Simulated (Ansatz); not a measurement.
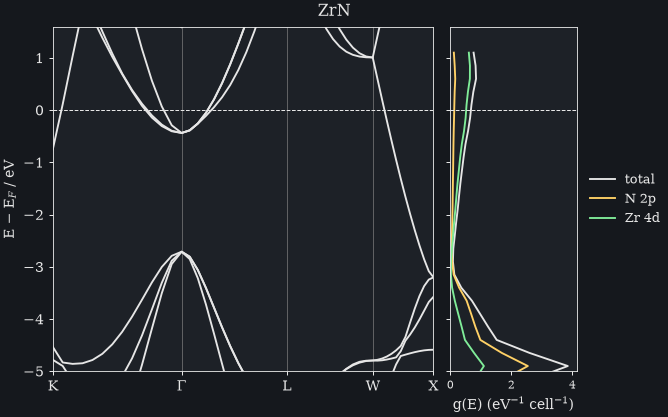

Band structure and density of states. Energies are counted from the Fermi level. The partial curves are projected on Löwdin-orthogonalised atomic shells.

Calculation on ZrN, space group Fm-3m, 2 atoms in the cell, a database entry, rescaled; a = 3.23 Å, b = 3.23 Å, c = 3.23 Å, α = 60.00°, β = 60.00°, γ = 60.00°.

Level of theory: DFT with PBE, PAW plane waves, no spin polarisation, 13×13×13 k mesh, 420 eV cutoff; code Ansatz 0.2.0.

Metal, semiconductor or insulator?

A metal: 3 bands cross the Fermi level along this path.

What is the density of states at the Fermi level?

The density of states at the Fermi level is about 0.67 per eV and cell (mean within 0.25 eV), or 0.33 per atom.

The electron count is odd and the run has no spin polarisation, so a magnetic state may lie lower. The cell is at 6 GPa in this functional.
